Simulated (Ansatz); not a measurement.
```yaml
crystal:
  lattice:
    - [3.82016, 0.00000, 0.00000]
    - [0.00000, 3.82016, 0.00000]
    - [0.00000, 0.00000, 22.22608]
  atoms:
    - { symbol: Sn, position: [0.75000, 0.25000, 0.20246] }
    - { symbol: O, position: [0.25000, 0.25000, 0.25562] }
    - { symbol: O, position: [0.75000, 0.75000, 0.25562] }
    - { symbol: Sn, position: [0.25000, 0.75000, 0.30878] }
    - { symbol: Sn, position: [0.25000, 0.75000, 0.48875] }
    - { symbol: O, position: [0.75000, 0.75000, 0.54191] }
    - { symbol: O, position: [0.25000, 0.25000, 0.54191] }
    - { symbol: Sn, position: [0.75000, 0.25000, 0.59507] }
```

PAW files of the earlier set (soft_1).

The calculation used DFT PBE+D3(BJ), scalar-relativistic, plane waves, PAW (Ansatz).

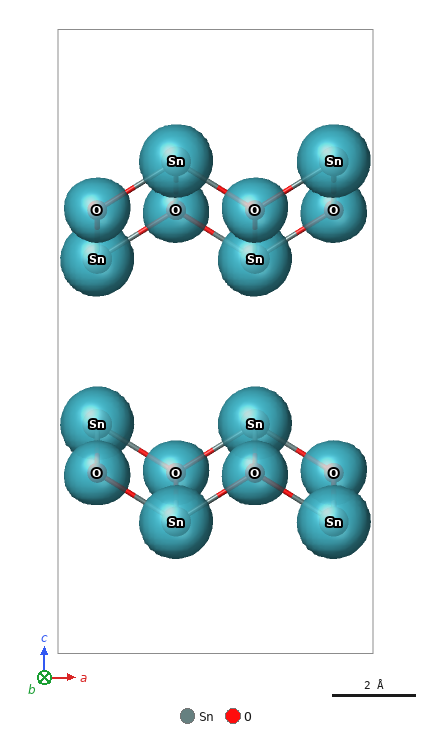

SnO (slab). Isosurface of the valence pseudo-density at 0.8 e/Å³ (cyan), seen along the b axis. Sticks mark near contacts.

In a PAW calculation such maps are meaningful between the atoms, not at the nuclei.

Question: How is the density connected at this value?

Answer: At this value the density breaks into separate islands; it holds about 70 % of the electrons treated as valence (semicore included). It bridges none of the near contacts. It is pinched off along the shortest Sn–O (2.25 Å) contacts. On the grid the lowest density along these lines, outside the cores, is 0.44 e/Å³ (Sn–O, 2.25 Å).
